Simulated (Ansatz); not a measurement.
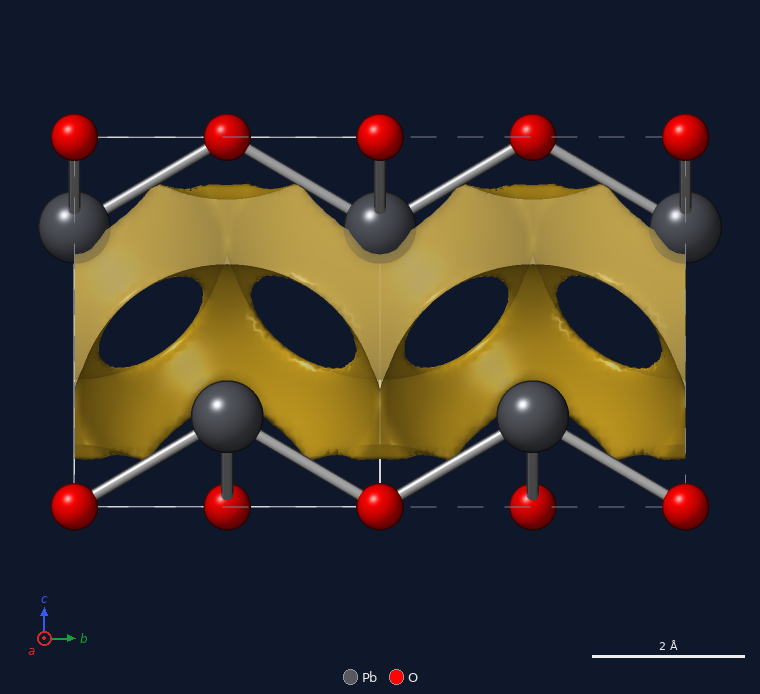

The yellow surface encloses the points that the centre of a probe sphere of radius 0.55 Å can occupy in PbO in space group P4/nmm, computed on a grid of about 0.11 Å (2×2×1 cells shown, view along the a axis; pale faces close the region where the box cuts it).

The atoms' radii are covalent radii (Cordero): Pb 1.46 Å, O 0.66 Å.

Source of the atomic positions: coordinates from a relaxation at fixed volume with Ansatz 0.2.0, DFT PBE+D3(BJ), scalar-relativistic, plane waves, PAW.

```yaml
crystal:
  lattice:
    - [4.02472, 0.00000, 0.00000]
    - [0.00000, 4.02472, 0.00000]
    - [0.00000, 0.00000, 4.86671]
  atoms:
    - { symbol: Pb, position: [0.00000, 0.50000, 0.24377] }
    - { symbol: Pb, position: [0.50000, 0.00000, 0.75623] }
    - { symbol: O, position: [0.00000, 0.00000, 0.00000] }
    - { symbol: O, position: [0.50000, 0.50000, 0.00000] }
```

**Is the space open to the probe made of pockets or channels?**

Where they connect, they form a two-dimensional network in layers parallel to (001).

**What share of the cell can the probe's centre reach?**

About 13 % of the volume (10 Å³ of 78.8 Å³).

**Give the largest included and the largest free sphere.**

The largest sphere that fits anywhere has a diameter of 2.07 Å; the largest that can travel through the crystal, about 1.5 Å.

**How does the connectivity change as the probe shrinks?**

Below a radius of about 0.77 Å the space forms a two-dimensional network in layers parallel to (001). Below a radius of about 0.42 Å the space forms a three-dimensional network. These are grid estimates, good to about 0.05 Å.
